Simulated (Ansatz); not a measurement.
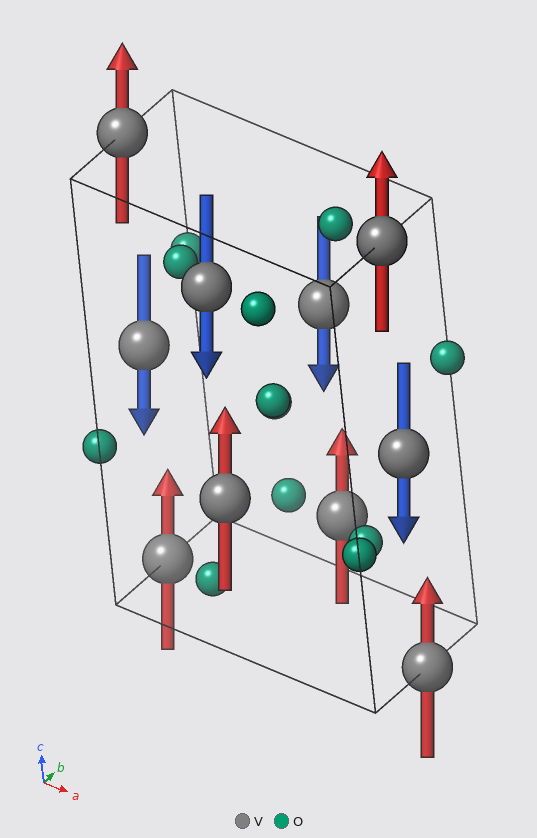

Shown here is a spheres-only view of the crystal, taken slightly off an axis. One simulation cell is outlined, and atoms on its boundary appear in each equivalent place. Arrows are the site magnetic moments above 0.25 μB (those induced on non-metal atoms are left out); longer means larger, and red and blue are up and down (without spin-orbit coupling the axis itself is arbitrary).

This is the state reached for V₃O₅. All computed values are from Ansatz, DFT PBEsol, scalar-relativistic, plane waves, PAW. Settings: 420 eV cutoff, Brillouin-zone sampling on an 8×8×6 mesh, Gaussian smearing of 0.1 eV, collinear spins.

### Classify the order and state the moments.

Antiferromagnetic (within this cell). Site moments: 3 V +0.9 to +1.0 μB and 3 V −0.9 to −1.0 μB. The net spin moment of the whole cell is 0.0 μB.

Starting structure: a structure listed in the Materials Project. Earlier steps of the study, as a rule a relaxation of our own, may have changed the cell and positions, so they can lie some per cent off the listed ones. It was the input of a calculation with Ansatz.
